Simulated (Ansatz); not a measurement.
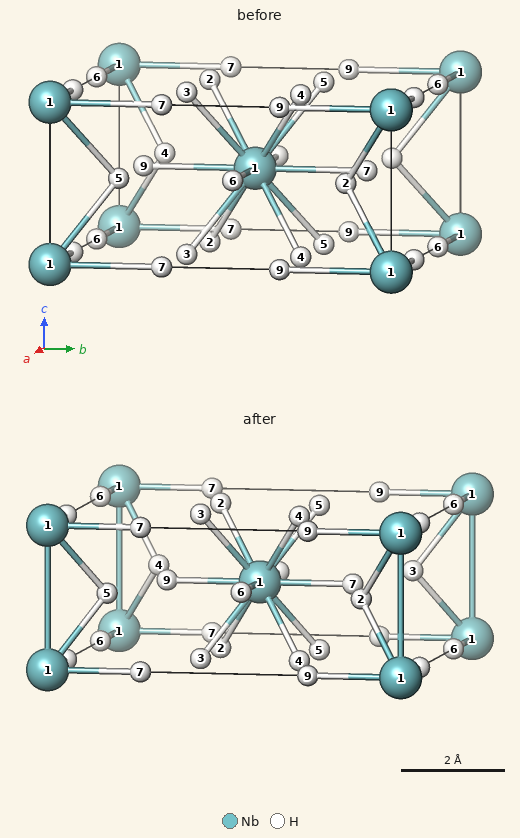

The structure of a crystal of NbH$_{8}$ (a generated structure, set up in I4/mmm) (coarse preliminary run) before (top) and after (bottom) a relaxation, at one scale.

A ball-and-stick model of the conventional cell (2 times the calculation's cell), seen slightly off an axis. Lengths and directions refer to the drawn axes.

Theory: DFT PBE, scalar-relativistic, plane waves, PAW in Ansatz 0.2.0. (plane-wave cutoff 420 eV; k-point mesh 6 × 6 × 6; occupations gaussian; smearing width 0.1 eV; no spin polarisation; cell and atoms relaxed; force threshold 0.04 eV/Å; at most 70 steps)

Summarise the run.

Answer. The largest moves relative to the cell, 0.45 Å, are those of H atoms. Nb stays in place. Cell: a = b 6.796 → 7.031 Å (+3.5 %), c 3.186 → 2.837 Å (−11.0 %). Volume −4.7 %. Among the contacts that change: H–Nb 2.222 → 1.849 Å, Nb–Nb 3.186 → 2.837 Å, H–Nb 2.261 → 1.987 Å. The space group stays I4/mmm (No. 139). Over 6 accepted moves (8 points after the start) the energy falls by 318 meV per atom. The largest force component goes from 1.3 to 0.015 eV/Å. The pressure goes from −23.44 to 0.21 GPa. The SCF was repeated twice at an unchanged geometry on a basis and grid sized afresh for the cell, which shifted the energy by 0.2 meV per atom at most. The run took 39 s on 1 thread of Arm Neoverse N1, on a shared host, peak memory 0.36 GiB.
